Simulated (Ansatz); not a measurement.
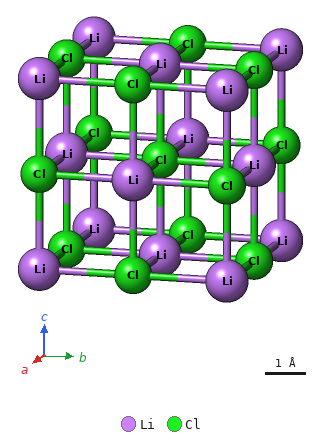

Phonons of crystalline LiCl relaxed at 4 GPa, at the zone centre. The picture is a ball-and-stick view of the conventional cell (4 times the calculation's cell), seen slightly off an axis. Lengths and directions refer to the drawn axes.

Method: DFT PBE, scalar-relativistic, plane waves, PAW in Ansatz. Set-up: plane-wave cutoff 420 eV; k-point mesh 8 × 8 × 8; occupations fixed; target pressure 4 GPa; no spin polarisation.

Frequencies are those without the non-analytic (LO–TO) term.

Give the spectrum at this point.

Answer. The calculation's cell holds 2 atoms, so there are 3 optical modes, in 1 level. The optical modes span T₁u. No level is unstable.

```tsv
level	symmetry	frequency (cm⁻¹)	activity
1	T₁u	237	infrared-active
```

The displacement patterns (one member of each degenerate set):

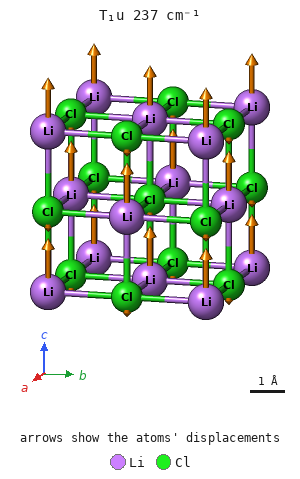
